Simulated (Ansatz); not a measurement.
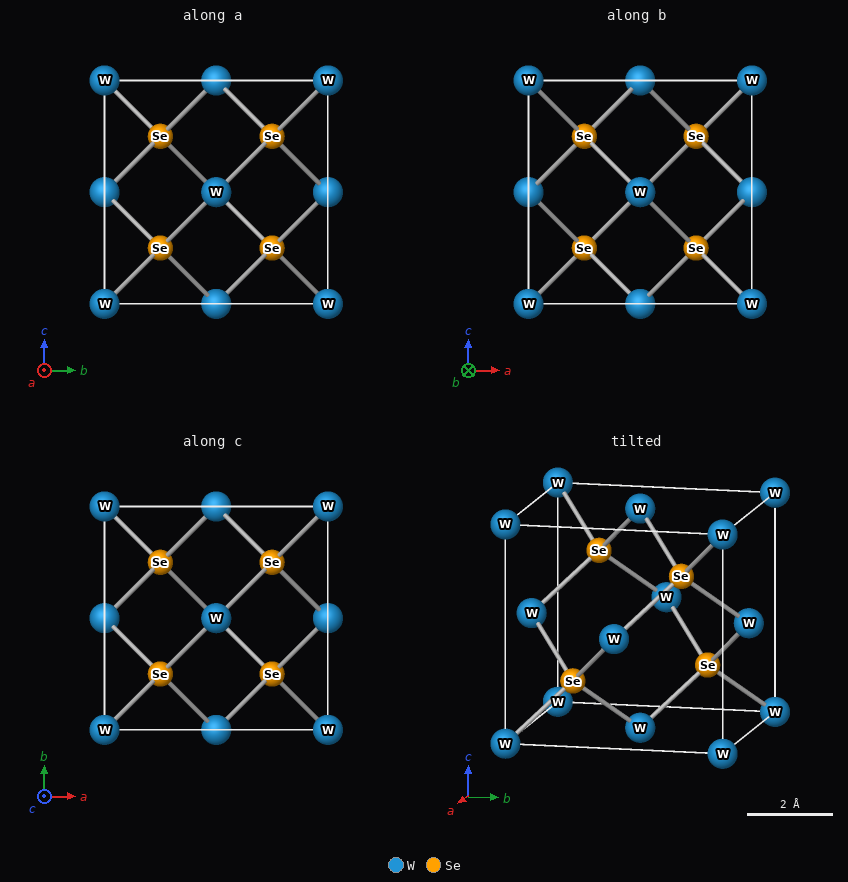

An orthographic ball-and-stick view of the structure, along the a axis, along the b axis, along the c axis and slightly off an axis. The edges of the conventional unit cell are marked.

Lattice parameters: a = 5.2707 Å, b = 5.2707 Å, c = 5.2707 Å, α = 90.000°, β = 90.000°, γ = 90.000°.

### Transcribe the picture into a CIF in P1 with every atom of the cell.

```cif
data_structure
_symmetry_space_group_name_H-M 'P 1'
_symmetry_Int_Tables_number 1
_cell_length_a 5.2707
_cell_length_b 5.2707
_cell_length_c 5.2707
_cell_angle_alpha 90.000
_cell_angle_beta 90.000
_cell_angle_gamma 90.000
_cell_volume 146.42
loop_
_atom_site_label
_atom_site_type_symbol
_atom_site_fract_x
_atom_site_fract_y
_atom_site_fract_z
_atom_site_occupancy
W1 W 0.0000 0.0000 0.0000 1
Se1 Se 0.2500 0.2500 0.7500 1
W2 W 0.0000 0.5000 0.5000 1
Se2 Se 0.2500 0.7500 0.2500 1
W3 W 0.5000 0.0000 0.5000 1
Se3 Se 0.7500 0.2500 0.2500 1
W4 W 0.5000 0.5000 0.0000 1
Se4 Se 0.7500 0.7500 0.7500 1
```

The structure comes from a structure type filled with these elements by a generator (whether the compound takes this form wasn't checked). Earlier steps of the study may have refined or changed the cell and positions. It was run through Ansatz as a DFT input.

At this level of theory the cell isn't at rest (compressed, at 41 GPa), so its distances can differ from those at equilibrium, the more so the softer the solid.
